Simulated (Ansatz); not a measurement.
**Transmission past a defect: W wire along [111], 3 atoms a period, Ti in place of one W**

What does the defect do to the conductance?

Method: DFT PBE, plane waves, PAW; relaxation of a wire's period, in the first sound run; inputs show where later runs differ, in Ansatz 0.2.0.

## 1. Set-up

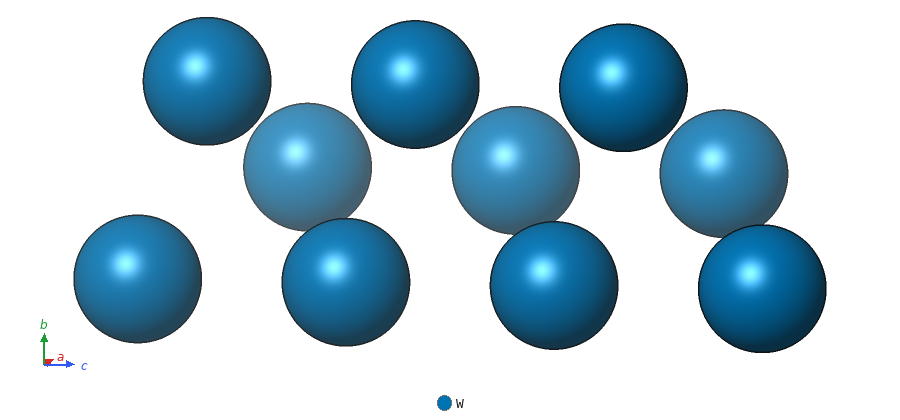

The cell as given, from the side, with the c axis across the page (tungsten blue). 1×1×3 cells are drawn. Some periodic images of atoms are drawn too.

The cell holds 3 atoms: 3 W. Cell: a = 9.042 Å, b = 9.388 Å, c = 2.745 Å, α = 90.0°, β = 90.0°, γ = 90.0°. Vacuum lies along a and b. The structure's axis is c.

## 2. Relaxation of atoms and period

Band widths follow the bond lengths, so the wire is relaxed first. The atoms and the third cell vector are free; the box across stays fixed as vacuum. A Fermi-Dirac smearing is set since the result may be a metal. The pressure printed is a third of the stress's trace over the whole box, vacuum included; only the stress along the axis is relaxed.

input.yaml reads:

```yaml
crystal:
  lattice:
    - [9.042, 0.0, 0.0]
    - [0.0, 9.388, 0.0]
    - [0.0, 0.0, 2.74530053]
  atoms:
    - { symbol: W, position: [0.376023004, 0.362164465, 0.0] }
    - { symbol: W, position: [0.376023004, 0.637866869, 0.333333333] }
    - { symbol: W, position: [0.62392485, 0.500015667, 0.666666667] }
kpoints:
  mp_grid: { grid: [1, 1, 30] }
scf:
  occupations: { method: fermi_dirac, width: 0.05 }
hamiltonian:
  xc: pbe
relax:
  cell: { fix: [a, b, alpha, beta, gamma] }
  max_steps: 60
```

On the command line:

```
$ ansatz run input.yaml --threads 8 --pin off --max-ram 16384MiB --backend cpu --events-out ev --progress --plain --runs-dir out
```

Numbers of over 12 decimals in the logs are rounded to 6 here.

What it wrote:

```text
Engine: ansatz 0.2.0, aarch64-unknown-linux-gnu
Pseudopotentials: kind: paw
Pseudopotential: W, paw, valence charge 14, recommended cutoff 420 eV (normal), W.paw.azcp
Functional definition: PBE
  parameter kappa = 0.804
  parameter beta = 0.066725
  exchange = pbe_x(kappa = kappa, mu = beta*pi^2/3)
  correlation = pbe_c(beta = beta)
Crystal: 3 atoms, lattice volume = 233.038 Å³
Basis set: ecut = 420 eV, 4585 PW (Γ), exchange–correlation on 128×128×40 points (8 copies of the dense FFT grid, shifted against one another)
Bands: 26, of which v1, the nominal top of the filled ones, is band 21 counted from 1 (20 counted from 0)
Symmetry: 2 space group operations
Space group: P2 (ITA 3), of the structure as read, at distance tolerance 6.2e-5 Å
k-points: 16 of 30
Non-local potential: W, projectors of the file, l = 0: 3, l = 1: 2, l = 2: 2, l = 3: 1
PAW form: soft (Blöchl's): semilocal exchange-correlation on the pseudo side does not see the compensation charge
PAW one-centre angular grid: W, 590 points (default); XC on 64 Gauss nodes
Initial density: superposition of atomic densities (neutral atoms: chi_scale 0, normalization atom), corrected by the library's trained network
Initial wavefunctions: pseudopotential atomic-orbital guess
Functional: x = pbe(κ = 0.804, μ = 0.219515), c = pbe(β = 0.066725)
SCF iter   1: F=—  HF=-31144.190059 eV  |F-HF|=—  |Δ(HF+E_count)|=         —  Δρ=4.30e-3  dr2=4.18e-2  ethr=1.77e-3  ⟨swp⟩=6.5  Hψ=1864  notcnv=0
preconditioner: auto → LDOS  [metal: Δε(μ)=0.036 eV  Ē_g=2.955 eV  σ=0.050 eV  W_gap=0.18  n_scr=26 (ndim 8)  ℏωp=10.3 eV  f_vac=0.549  D(μ)=6.94/eV (n_scr^D=38)  β→1.0]
SCF iter   2: F=—  HF=-31144.195363 eV  |F-HF|=—  |Δ(HF+E_count)|=   5.30e-3  Δρ=1.25e-3  dr2=2.77e-3  ethr=9.95e-5  ⟨swp⟩=2.9  Hψ=894  notcnv=0
SCF iter   3: F=—  HF=-31144.195597 eV  |F-HF|=—  |Δ(HF+E_count)|=   2.34e-4  Δρ=4.54e-4  dr2=1.21e-3  ethr=6.60e-6  ⟨swp⟩=2.2  Hψ=788  notcnv=0
SCF iter   4: F=—  HF=-31144.195494 eV  |F-HF|=—  |Δ(HF+E_count)|=   1.03e-4  Δρ=2.22e-4  dr2=1.91e-4  ethr=2.87e-6  ⟨swp⟩=2.2  Hψ=562  notcnv=0
SCF iter   5: F=—  HF=-31144.195460 eV  |F-HF|=—  |Δ(HF+E_count)|=   3.34e-5  Δρ=5.58e-5  dr2=2.21e-5  ethr=4.54e-7  ⟨swp⟩=2.1  Hψ=577  notcnv=0
SCF iter   6: F=—  HF=-31144.195526 eV  |F-HF|=—  |Δ(HF+E_count)|=   6.61e-5  Δρ=1.41e-5  dr2=2.09e-6  ethr=5.25e-8  ⟨swp⟩=2.2  Hψ=639  notcnv=0
SCF iter   7: F=—  HF=-31144.195526 eV  |F-HF|=—  |Δ(HF+E_count)|=   9.06e-8  Δρ=6.68e-6  dr2=1.80e-7  ethr=4.98e-9  ⟨swp⟩=2.0  Hψ=572  notcnv=0
SCF iter   8: F=-31144.195527 eV  HF=-31144.195527 eV  |F-HF|=5.39e-9  |Δ(HF+E_count)|=   8.80e-8  Δρ=2.11e-6  dr2=2.69e-8  ethr=2.38e-10  ⟨swp⟩=5.2  Hψ=1610  notcnv=0
SCF 1 converged in 8 iterations: F = -31144.195527 eV  dr2 = 2.69e-8
  greatest PAW one-centre occupation: 1.000 electrons in one spin orbital (limit 2), on the W atom at site 2 (counted from 0), in its partial waves of l = 0
relax step   1: F+E_penalty+E_count = -31144.19552653 eV  Δ(F+E_penalty+E_count) = +0.000e0 eV  max|allowed force component| = 4.303e0 eV/Å  Δτ_max = 0.0000 Å  P = -7.464 GPa  Ω = 233.038 Å³  fix = [a, b, alpha, beta, gamma]  reactions: a -6.474, b -6.541 GPa; alpha +0.056 GPa/rad  (8 SCF iters, dr2 threshold 1.00e-7 eV, accepted)
Crystal: 3 atoms, lattice volume = 228.844 Å³
Basis set: ecut = 420 eV, 4501 PW (Γ), exchange–correlation on 128×128×40 points (8 copies of the dense FFT grid, shifted against one another)
Initial density: handed on by an earlier stage of this run
Initial wavefunctions: those handed on with the density
SCF iter   1: F=—  HF=-31146.044045 eV  |F-HF|=—  |Δ(HF+E_count)|=         —  Δρ=1.88e-2  dr2=2.14e0  ethr=3.10e-3  ⟨swp⟩=9.3  Hψ=2209  notcnv=0
preconditioner: auto → LDOS  [metal: Δε(μ)=0.057 eV  Ē_g=4.023 eV  σ=0.050 eV  W_gap=0.27  n_scr=26 (ndim 8)  ℏωp=10.4 eV  f_vac=0.586  D(μ)=4.99/eV (n_scr^D=24)  β→1.0]
SCF iter   2: F=—  HF=-31146.261171 eV  |F-HF|=—  |Δ(HF+E_count)|=   2.17e-1  Δρ=1.86e-2  dr2=3.21e0  ethr=3.10e-3  ⟨swp⟩=4.4  Hψ=1174  notcnv=0
SCF iter   3: F=—  HF=-31145.649666 eV  |F-HF|=—  |Δ(HF+E_count)|=   6.12e-1  Δρ=3.74e-3  dr2=7.39e-2  ethr=3.10e-3  ⟨swp⟩=3.0  Hψ=785  notcnv=0
SCF iter   4: F=—  HF=-31145.640843 eV  |F-HF|=—  |Δ(HF+E_count)|=   8.82e-3  Δρ=6.97e-4  dr2=1.55e-3  ethr=1.76e-4  ⟨swp⟩=3.0  Hψ=921  notcnv=0
SCF iter   5: F=—  HF=-31145.641218 eV  |F-HF|=—  |Δ(HF+E_count)|=   3.75e-4  Δρ=2.12e-4  dr2=1.76e-4  ethr=3.69e-6  ⟨swp⟩=2.3  Hψ=683  notcnv=0
SCF iter   6: F=—  HF=-31145.641383 eV  |F-HF|=—  |Δ(HF+E_count)|=   1.65e-4  Δρ=6.35e-5  dr2=2.26e-5  ethr=4.18e-7  ⟨swp⟩=2.0  Hψ=570  notcnv=0
SCF iter   7: F=—  HF=-31145.641388 eV  |F-HF|=—  |Δ(HF+E_count)|=   5.07e-6  Δρ=2.82e-5  dr2=5.62e-6  ethr=5.38e-8  ⟨swp⟩=2.9  Hψ=846  notcnv=0
SCF iter   8: F=—  HF=-31145.641388 eV  |F-HF|=—  |Δ(HF+E_count)|=   4.36e-7  Δρ=9.78e-6  dr2=4.40e-7  ethr=1.34e-8  ⟨swp⟩=2.3  Hψ=647  notcnv=0
SCF iter   9: F=-31145.641388 eV  HF=-31145.641388 eV  |F-HF|=2.15e-10  |Δ(HF+E_count)|=   8.16e-8  Δρ=3.11e-6  dr2=3.30e-8  ethr=7.14e-10  ⟨swp⟩=5.6  Hψ=1503  notcnv=0
SCF 2 converged in 9 iterations: F = -31145.641388 eV  dr2 = 3.30e-8
relax step   2: F+E_penalty+E_count = -31145.64138760 eV  Δ(F+E_penalty+E_count) = -1.446e0 eV  max|allowed force component| = 1.040e0 eV/Å  Δτ_max = 0.1938 Å  P = +0.553 GPa  Ω = 228.844 Å³  energy of the carried Pulay correction = +2.878e-4 eV  fix = [a, b, alpha, beta, gamma]  reactions: a +1.516, b +1.523 GPa; alpha -0.004 GPa/rad  (9 SCF iters, dr2 threshold 3.00e-7 eV, accepted)
Crystal: 3 atoms, lattice volume = 221.616 Å³
Basis set: ecut = 420 eV, 4329 PW (Γ), exchange–correlation on 128×128×40 points (8 copies of the dense FFT grid, shifted against one another)
iter 1 solved again at ethr=5.27e-4 eV; its pass at ethr=3.10e-3 eV (dr2=2.21e-1 eV) is discarded
SCF iter   1: F=—  HF=-31145.767590 eV  |F-HF|=—  |Δ(HF+E_count)|=         —  Δρ=7.14e-3  dr2=2.22e-1  ethr=5.27e-4  ⟨swp⟩=1.3  Hψ=2717  notcnv=0
preconditioner: auto → LDOS  [metal: Δε(μ)=0.066 eV  Ē_g=3.671 eV  σ=0.050 eV  W_gap=0.31  n_scr=26 (ndim 8)  ℏωp=10.6 eV  f_vac=0.572  D(μ)=4.73/eV (n_scr^D=24)  β→1.0]
SCF iter   2: F=—  HF=-31145.781121 eV  |F-HF|=—  |Δ(HF+E_count)|=   1.35e-2  Δρ=6.09e-3  dr2=2.98e-1  ethr=5.27e-4  ⟨swp⟩=4.5  Hψ=1098  notcnv=0
SCF iter   3: F=—  HF=-31145.719096 eV  |F-HF|=—  |Δ(HF+E_count)|=   6.20e-2  Δρ=7.57e-4  dr2=7.82e-4  ethr=5.27e-4  ⟨swp⟩=2.4  Hψ=817  notcnv=0
SCF iter   4: F=—  HF=-31145.719522 eV  |F-HF|=—  |Δ(HF+E_count)|=   4.26e-4  Δρ=2.65e-4  dr2=1.61e-4  ethr=1.86e-6  ⟨swp⟩=2.9  Hψ=927  notcnv=0
SCF iter   5: F=—  HF=-31145.719665 eV  |F-HF|=—  |Δ(HF+E_count)|=   1.43e-4  Δρ=5.88e-5  dr2=2.09e-5  ethr=3.82e-7  ⟨swp⟩=2.6  Hψ=566  notcnv=0
SCF iter   6: F=—  HF=-31145.719669 eV  |F-HF|=—  |Δ(HF+E_count)|=   3.79e-6  Δρ=2.00e-5  dr2=2.15e-6  ethr=4.97e-8  ⟨swp⟩=2.0  Hψ=527  notcnv=0
SCF iter   7: F=-31145.719669 eV  HF=-31145.719670 eV  |F-HF|=1.54e-7  |Δ(HF+E_count)|=   4.72e-7  Δρ=7.39e-6  dr2=2.88e-7  ethr=7.14e-10  ⟨swp⟩=6.3  Hψ=1761  notcnv=0
SCF 3 converged in 7 iterations: F = -31145.719669 eV  dr2 = 2.88e-7
relax step   3: F+E_penalty+E_count = -31145.71966943 eV  Δ(F+E_penalty+E_count) = -7.828e-2 eV  max|allowed force component| = 6.183e-1 eV/Å  Δτ_max = 0.0584 Å  P = -0.731 GPa  Ω = 221.616 Å³  energy of the carried Pulay correction = +8.031e-4 eV  fix = [a, b, alpha, beta, gamma]  reactions: a -0.796, b -0.879 GPa; alpha +0.012 GPa/rad  (7 SCF iters, dr2 threshold 3.00e-7 eV, accepted)
[...]
relax step   4: F+E_penalty+E_count = -31145.73685528 eV  Δ(F+E_penalty+E_count) = -1.719e-2 eV  max|allowed force component| = 5.782e-2 eV/Å  Δτ_max = 0.0175 Å  P = -0.011 GPa  Ω = 222.117 Å³  energy of the carried Pulay correction = +7.665e-4 eV  fix = [a, b, alpha, beta, gamma]  reactions: a +0.042, b +0.010 GPa; alpha -0.002 GPa/rad  (7 SCF iters, dr2 threshold 3.00e-7 eV, accepted)
[...]
relax step   5: F+E_penalty+E_count = -31145.73700571 eV  Δ(F+E_penalty+E_count) = -1.504e-4 eV  max|allowed force component| = 1.004e-2 eV/Å  Δτ_max = 0.0020 Å  P = +0.080 GPa  Ω = 222.048 Å³  energy of the carried Pulay correction = +7.716e-4 eV  fix = [a, b, alpha, beta, gamma]  reactions: a +0.123, b +0.104 GPa; alpha -0.010 GPa/rad  (5 SCF iters, dr2 threshold 2.09e-7 eV, accepted)
[...]
relax step   6: F+E_penalty+E_count = -31145.73701083 eV  Δ(F+E_penalty+E_count) = -5.123e-6 eV  max|allowed force component| = 5.364e-3 eV/Å  Δτ_max = 0.0005 Å  P = +0.074 GPa  Ω = 222.069 Å³  energy of the carried Pulay correction = +7.701e-4 eV  fix = [a, b, alpha, beta, gamma]  reactions: a +0.116, b +0.104 GPa; alpha -0.013 GPa/rad  (5 SCF iters, dr2 threshold 6.30e-9 eV, accepted)
Basis set: ecut = 420 eV, 4345 PW (Γ), exchange–correlation on 128×128×36 points (8 copies of the dense FFT grid, shifted against one another)
Initial wavefunctions: pseudopotential atomic-orbital guess (no wavefunctions were taken with the density)
iter 1 solved again at ethr=8.14e-8 eV; its pass at ethr=3.10e-3 eV (dr2=3.42e-5 eV) is discarded
SCF iter   1: F=—  HF=-31145.736056 eV  |F-HF|=—  |Δ(HF+E_count)|=         —  Δρ=6.58e-5  dr2=1.32e-6  ethr=8.14e-8  ⟨swp⟩=4.8  Hψ=3366  notcnv=0
SCF iter   2: F=—  HF=-31145.736222 eV  |F-HF|=—  |Δ(HF+E_count)|=   1.66e-4  Δρ=6.98e-6  dr2=6.18e-8  ethr=3.13e-9  ⟨swp⟩=2.7  Hψ=784  notcnv=0
SCF iter   3: F=—  HF=-31145.736222 eV  |F-HF|=—  |Δ(HF+E_count)|=   1.64e-8  Δρ=2.35e-6  dr2=2.48e-8  ethr=1.47e-10  ⟨swp⟩=2.8  Hψ=855  notcnv=0
SCF iter   4: F=—  HF=-31145.736222 eV  |F-HF|=—  |Δ(HF+E_count)|=   6.70e-9  Δρ=6.86e-7  dr2=2.73e-9  ethr=5.90e-11  ⟨swp⟩=2.7  Hψ=777  notcnv=0
SCF iter   5: F=—  HF=-31145.736222 eV  |F-HF|=—  |Δ(HF+E_count)|=  5.78e-10  Δρ=1.24e-7  dr2=7.55e-11  ethr=6.51e-12  ⟨swp⟩=2.4  Hψ=686  notcnv=0
SCF iter   6: F=-31145.736222 eV  HF=-31145.736222 eV  |F-HF|=3.64e-12  |Δ(HF+E_count)|=  3.64e-12  Δρ=5.09e-8  dr2=1.66e-11  ethr=1.00e-12  ⟨swp⟩=8.1  Hψ=2218  notcnv=0
SCF 7 converged in 6 iterations: F = -31145.736222 eV  dr2 = 1.66e-11
relax step   7: F+E_penalty+E_count = -31145.73622180 eV  Δ(F+E_penalty+E_count) = +7.890e-4 eV  max|allowed force component| = 5.524e-3 eV/Å  Δτ_max = 0.0000 Å  P = +0.075 GPa  Ω = 222.069 Å³  fix = [a, b, alpha, beta, gamma]  reactions: a +0.118, b +0.106 GPa; alpha -0.013 GPa/rad  stress off target by 8.75e-4 GPa on what of the cell is left free  SCF on the basis re-selected at this cell (its energy is not comparable with the rows above)  (6 SCF iters)
basis re-selected at this cell: Δ(F+E_penalty+E_count) = +7.890e-4 eV, ΔP = +0.001 GPa vs the last step (what re-selecting the basis moved, of the pressure what is left beyond the Pulay correction that the steps carried, after the strain that the cell walked since its last selection, with what the two solves' SCF thresholds leave and, on support functions, any second-order correction that the steps lacked; it is no measure of the basis error at this ecutwfc). The dense FFT grid was sized anew with the basis: this SCF ran on 64×64×18 points, the steps before it on 64×64×20, so part of this shift can come from that change (see relax.cell in the input reference). [rest of the remark cut]
SCF converged after 6 iterations
Free energy (F): -31145.736222 eV
Harris-Foulkes:  -31145.736222 eV  (|F-HF|=3.64e-12)
Internal energy: -31145.698176 eV  (E = F + TS)
E sigma→0 (E₀):  -31145.717199 eV
Entropy (-TS):   -0.038046 eV (-12.682 meV/atom)
Fermi energy:    1.633962 eV
--- Per-component energies (eV) ---
  E_band       = -1106.518537
  E_kinetic    = 1341.087272
  E_local      = -11725.550980  (includes V_loc(G=0)·N_el)
  E_nonlocal   = 12.641548
  E_hartree    = 5172.894685
  E_xc         = -791.660293
  E_vxc        = -704.222748  (∫ρ·V_xc dr)
  E_paw        = -25689.265231  (= ΣΔE_a)
  E_vpaw       = -376.262478  (= ΣTr[D̂ρ^β])
  E_aug_tail   = -0.000179  (compensation charges beyond the density's cutoff)
  E_ewald      = 534.155001
  E_smearing   = -0.038046  (= −TS)
  E_closure    = -0.000000  (closes the sum)
  Σ components = -31145.736222   (vs F -31145.736222, Δ=0.00e0)
--- Forces (eV/Å), atoms counted from 1 ---
  atom   1  W     -0.00276098     0.00091002     0.00247813
  atom   2  W     -0.00276098    -0.00091002    -0.00247813
  atom   3  W      0.00552557     0.00000000     0.00000000
  max |Σ_I F_I| component: 3.61e-6 eV/Å
--- Stress (GPa, compression-positive) ---
        0.118339       0.000000       0.000000
        0.000000       0.106161       0.013490
        0.000000       0.013490       0.000875
  P = ⅓ Tr σ = 0.0751 GPa (0.751 kbar)
--- Relaxed structure (6 steps of the walk, 6 accepted, 1 SCFs on fresh bases) ---
  F+E_penalty+E_count = -31145.73622180 eV   max|allowed force component| = 5.524e-3 eV/Å   (the final SCF, on the basis selected at the relaxed cell)
  cell:  # Å, volume = 222.0687 Å³
    - [9.042, 0, 0]
    - [0, 9.388, 0]
    - [0, 0, 2.616073]
  atoms:
    - { symbol: W, position: [0.384466, 0.376474, 0.00285507] }
    - { symbol: W, position: [0.384466, 0.623557, 0.330478] }
    - { symbol: W, position: [0.607039, 0.500016, 0.666667] }
```

It took 6.5 s on 8 threads of Arm Neoverse V2, shared host; peak memory 0.62 GiB.

Relaxation path:

```
step  energy less that of the first step (eV)  largest force component (eV/Å)  pressure (GPa)  volume (Å³)
   1                                   0.0000                          4.3026           -7.46       233.04
   2                                  -1.4459                          1.0396            0.55       228.84
   3                                  -1.5241                          0.6183           -0.73       221.62
   4                                  -1.5413                          0.0578           -0.01       222.12
   5                                  -1.5415                          0.0100            0.08       222.05
   6                                  -1.5415                          0.0054            0.07       222.07
  7*                                  -1.5407                          0.0055            0.08       222.07
```

Relaxation steps marked * repeat the geometry before them on a plane-wave basis chosen anew for their cell, so energy and pressure can jump there.

The run keeps the 2 symmetry operations that it works with, so distortions that break them were not tested.

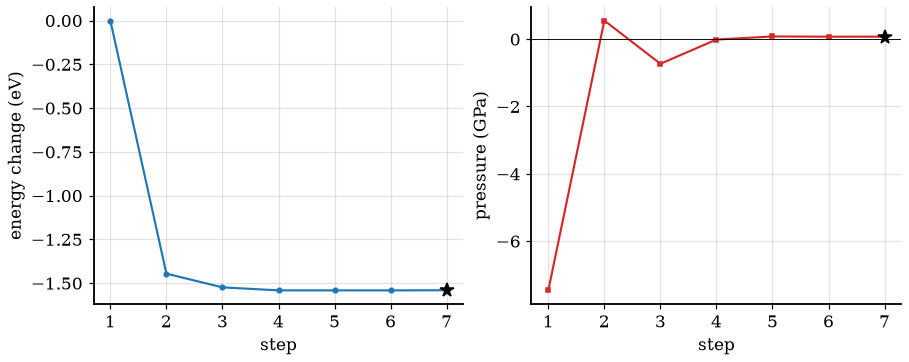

Energy and pressure along the relaxation. Stars mark steps on a basis chosen anew.

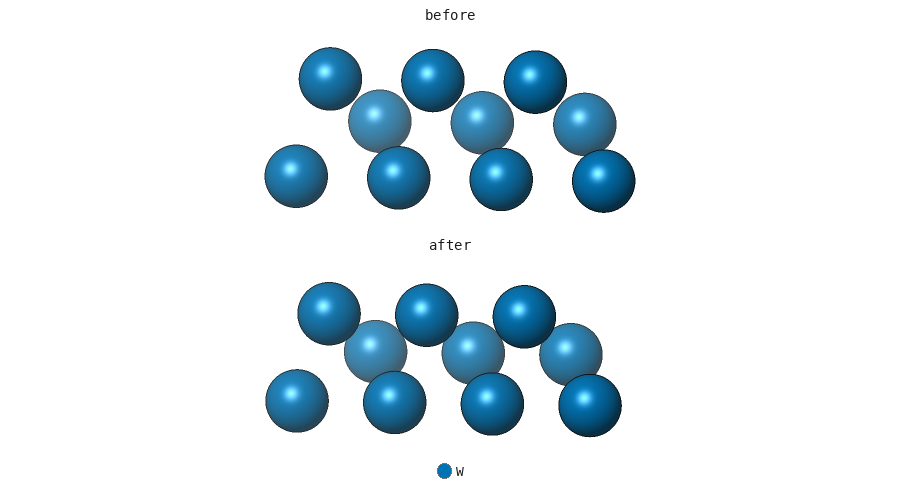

The structure before and after the relaxation, drawn at the same scale.

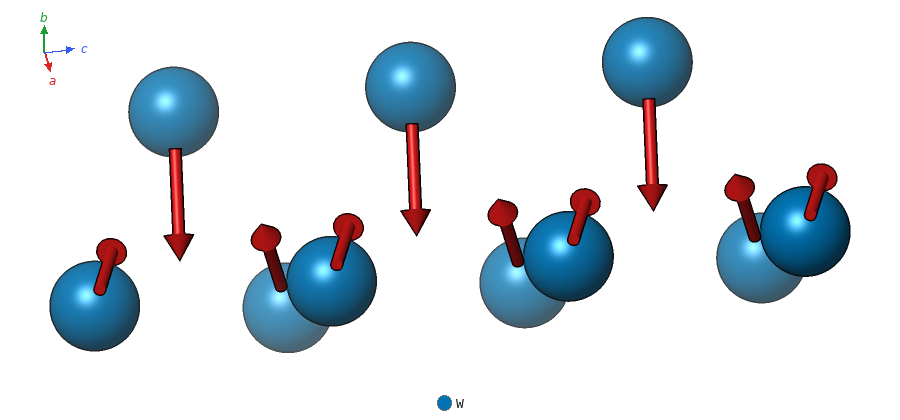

Displacements in the relaxation, exaggerated, measured against the changing cell; the longest in the cell stands for 0.15 Å. 1×1×3 cells are drawn. Some periodic images of atoms are drawn too.

```
cell as run  before  after  change
      c (Å)   2.745  2.616  -4.7 %
```

The atoms that moved most (Å, along periodic axes as changes of fractional coordinates times the final cell, across vacuum about the mean position):

```csv
atom,dx,dy,dz,length
W1,0.076,0.134,0.007,0.155
W2,0.076,-0.134,-0.007,0.155
W3,-0.153,0.000,0.000,0.153
```

The relaxed structure:

```
W
1.0
     9.04200    0.00000    0.00000
     0.00000    9.38800    0.00000
     0.00000    0.00000    2.61607
W
3
Direct
  0.38447 0.37647 0.00286
  0.38447 0.62356 0.33048
  0.60704 0.50002 0.66667
```

This step gave:

```yaml
energy_at_zero_smearing: -31145.7172 eV
cell_length_along_the_wire: 2.616 Å
```

The cell's length comes to 2.616 Å with spin left out.

(Continued in part 2 of 4.)

[Logs are printed without paths, hosts, clocks, repeated set-up lines and the standing remarks that a program may print on its own settings, such as how far it seeks lower states.]

[Hosts, paths, dates, database ids (printed as entryN), source tags and the programs' standing remarks are cut or masked in the printed files.]
